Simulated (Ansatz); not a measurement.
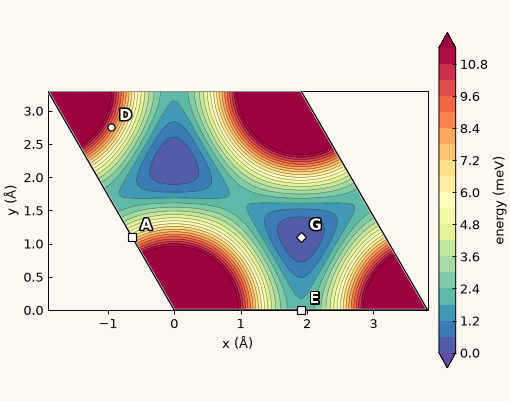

N₂ on a Si(001) slab cut from the P6_3/mmc phase, its upper half relaxed before the scan (8 atoms of substrate and one adsorbate in a 1 × 1 cell). N2 is moved over the surface cell at a fixed height above a rigid substrate; the origin of the map has the adsorbate above Si8; the height is held at 3.70 Å. Places are given modulo a cell vector. The map is drawn in real space over the plane of the surface. The scan uses a 6 × 6 grid; 10 points were computed and 26 follow by symmetry. Energies are in meV, from the lowest grid point. With one adsorbate in each 1 × 1 cell, its nearest image is 3.8 Å away, so neighbouring adsorbates interact. At a fixed height the lowest place need not be the adsorption site. Level of theory: Ansatz, DFT PBE+D3(BJ), scalar-relativistic, plane waves, PAW. Settings: cutoff 420 eV, k-mesh 9×9×1, gaussian smearing 0.05 eV, no spin polarisation.

The picture shows filled contours, the outline of one cell of the plane, one colour for all values above the top of the scale, lettered points. Between grid points the surface is interpolated.

Question: Is A the lowest point of the computed grid?

Answer: No. A lies 6.6 meV above the lowest grid point, which is at a threefold hollow, (2/6, 4/6) of the cell vectors.

Question: Rank the lettered points by energy, lowest first.

Answer: G (0.0 meV), E (1.9 meV), A (6.6 meV), D (9.0 meV).

PAW datasets: the set soft_1.
